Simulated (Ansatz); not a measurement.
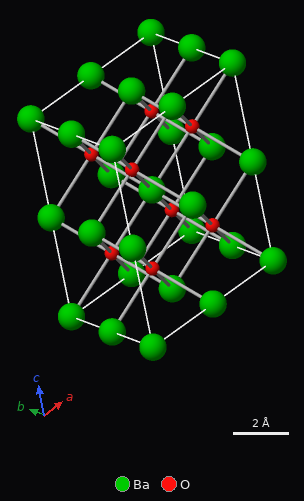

Starting frame of a dynamics run of a 16-atom cell of BaO (built on the rocksalt type). A ball-and-stick model of the reduced simulation cell, seen slightly off an axis. Bonds to atoms that aren't drawn are left out. Lengths and directions refer to the drawn axes.

Level of theory: DFT, PBEsol, plane waves, PAW in Ansatz.

Input file:
```yaml
crystal:
  lattice:
    - [0.0, 5.5438853662, 5.5438853662]
    - [5.5438853662, 0.0, 5.5438853662]
    - [5.5438853662, 5.5438853662, 0.0]
  atoms:
    - { symbol: Ba, position: [0.0, 0.0, 0.0] }
    - { symbol: O, position: [0.25, 0.25, 0.25] }
    - { symbol: Ba, position: [0.0, 0.0, 0.5] }
    - { symbol: O, position: [0.25, 0.25, 0.75] }
    - { symbol: Ba, position: [0.0, 0.5, 0.0] }
    - { symbol: O, position: [0.25, 0.75, 0.25] }
    - { symbol: Ba, position: [0.0, 0.5, 0.5] }
    - { symbol: O, position: [0.25, 0.75, 0.75] }
    - { symbol: Ba, position: [0.5, 0.0, 0.0] }
    - { symbol: O, position: [0.75, 0.25, 0.25] }
    - { symbol: Ba, position: [0.5, 0.0, 0.5] }
    - { symbol: O, position: [0.75, 0.25, 0.75] }
    - { symbol: Ba, position: [0.5, 0.5, 0.0] }
    - { symbol: O, position: [0.75, 0.75, 0.25] }
    - { symbol: Ba, position: [0.5, 0.5, 0.5] }
    - { symbol: O, position: [0.75, 0.75, 0.75] }
kpoints:
  mp_grid: { grid: [2, 2, 2] }
hamiltonian:
  xc: pbesol
scf:
  occupations: { method: fermi_dirac, width: 0.026 }
md:
  ensemble: nve
  temperature: 300
  timestep: 2.0
  n_steps: 30
  initial_velocities: maxwell_boltzmann
  seed: 8795
```

Launched with:
```bash
ansatz run input.yaml --threads 4 --pin off --max-ram 3686MiB --backend cpu --events-out ev --progress --plain --runs-dir out
```

**What does the trajectory do?**

Over the second half the temperature averages 133 K (spread ±22 K). The potential energy is still drifting at the end, so the run hasn't reached equilibrium. The potential energy in the second half lies on average 20.2 meV per atom above the first frame. Root-mean-square distances from the starting positions over the second half, with the common drift of all atoms taken out: O 0.18 Å, Ba 0.10 Å. The run lasts only 60 fs, too short to tell vibration from diffusion.

Along the run (each row but the first and the last is the mean over the interval that it begins):

```json
{"time (fs)": "0.0", "potential energy (meV/atom)": "0.0", "T (K)": "300"}
{"time (fs)": "6.0", "potential energy (meV/atom)": "2.6", "T (K)": "279"}
{"time (fs)": "12.0", "potential energy (meV/atom)": "6.7", "T (K)": "245"}
{"time (fs)": "18.0", "potential energy (meV/atom)": "11.0", "T (K)": "209"}
{"time (fs)": "24.0", "potential energy (meV/atom)": "14.5", "T (K)": "181"}
{"time (fs)": "30.0", "potential energy (meV/atom)": "16.7", "T (K)": "163"}
{"time (fs)": "36.0", "potential energy (meV/atom)": "18.1", "T (K)": "151"}
{"time (fs)": "42.0", "potential energy (meV/atom)": "19.6", "T (K)": "138"}
{"time (fs)": "48.0", "potential energy (meV/atom)": "21.6", "T (K)": "122"}
{"time (fs)": "54.0", "potential energy (meV/atom)": "23.7", "T (K)": "105"}
{"time (fs)": "60.0", "potential energy (meV/atom)": "24.7", "T (K)": "97"}
```

The paths of the atoms, magnified 2 times:

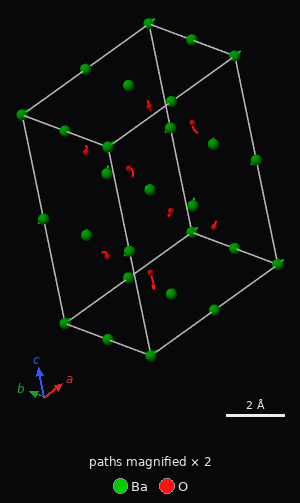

Cost: 2.1 min on 4 threads of Arm Neoverse N1 (shared host), peak memory 1.1 GiB.
